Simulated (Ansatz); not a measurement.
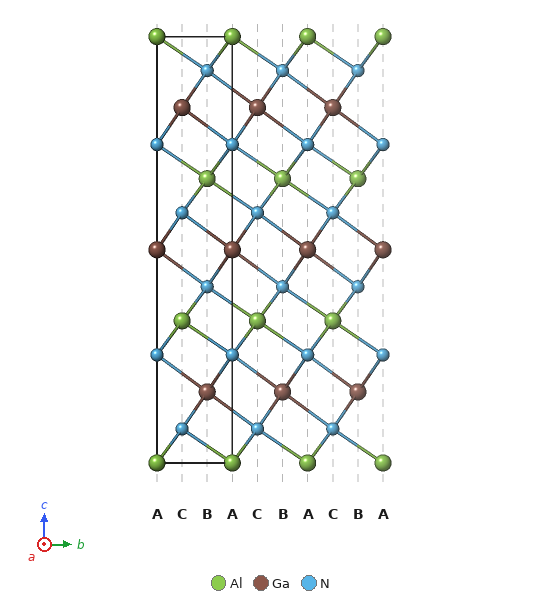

Projection along an edge of the hexagonal mesh, stacking direction c upwards. The dashed lines mark the three columns A (0, 0), B (1/3, 2/3) and C (2/3, 1/3). The sequence starts with the first layer at or above the cell's origin.

AlGaN2: the input geometry of an electronic-structure calculation (not necessarily at equilibrium); the starting structure was generated, so it need not be a known form of this composition.

Give the sequence of layers in one repeat, with element and column.

Al(A) – N(C) – Ga(B) – N(A) – Al(C) – N(B) – Ga(A) – N(C) – Al(B) – N(A) – Ga(C) – N(B) (twelve layers in 14.31 Å).

How are the N layers alone stacked?

N layers alone: CABCAB, the cubic close-packed type.

Which positions between or in the N layers do the other atoms fill?

Ga: three octahedral sites; Al: three octahedral sites in each hexagonal cell.
